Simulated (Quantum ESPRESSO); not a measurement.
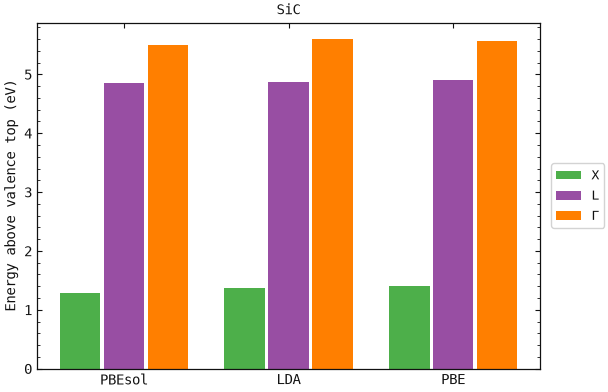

Lowest conduction level at each named k point, counted from the valence-band top at Γ, by several methods on one cell of zincblende SiC, space group F-43m, 2 atoms in the primitive cell; cubic a = 4.443 Å. All runs are without spin-orbit coupling and carry no moments. The cell is at −8 GPa in PBE.

| method | program | X (eV) | L (eV) | Γ (eV) |
| --- | --- | --- | --- | --- |
| PBEsol | Quantum ESPRESSO | 1.29 | 4.85 | 5.50 |
| LDA | Quantum ESPRESSO | 1.37 | 4.87 | 5.60 |
| PBE | Quantum ESPRESSO | 1.41 | 4.91 | 5.56 |

Question: What does r2SCAN give? It was run as: r2SCAN, SG15 PBE 1.2, 8×8×8 k mesh, 1197 eV cutoff, Fermi-Dirac smearing of 0.05 eV (Quantum ESPRESSO 7.5).

Answer: A meta-GGA of this kind opens the gap over the LDA and GGA values shown, the highest of which is 1.41 eV (PBE) at X. r2SCAN gives 1.75 eV at X, 5.25 eV at L and 5.85 eV at Γ, which is +0.34 eV from PBE at X.

Question: Does r2SCAN shift these levels rigidly from PBE?

Answer: The shifts are +0.34 eV at X, +0.34 eV at L and +0.29 eV at Γ: a spread of 0.05 eV on a mean of 0.32 eV, so one shift describes them well.

Question: How do the methods rank at X?

Answer: From low to high: PBEsol 1.29, LDA 1.37, PBE 1.41, r2SCAN 1.75 eV. Too close to rank are LDA against PBE (different potentials and cutoffs).

Settings. PBEsol: PseudoDojo 0.4.1 SR PBEsol standard, 10×10×10 k mesh, 1116 eV cutoff, Fermi-Dirac smearing of 0.05 eV (Quantum ESPRESSO 7.5). LDA: PseudoDojo 0.4.1 SR LDA standard, 10×10×10 k mesh, 1116 eV cutoff, Fermi-Dirac smearing of 0.05 eV (Quantum ESPRESSO). PBE: SSSP 1.3 efficiency PBE, 10×10×10 k mesh, 748 eV cutoff, Fermi-Dirac smearing of 0.05 eV (Quantum ESPRESSO).

These are four of the 13 methods that were run on this cell. Runs that lie over 0.07 eV from the median of the programs for their method weren't drawn. LDA, GGA and most meta-GGA functionals understate gaps. r2SCAN: the potentials were made for another functional.
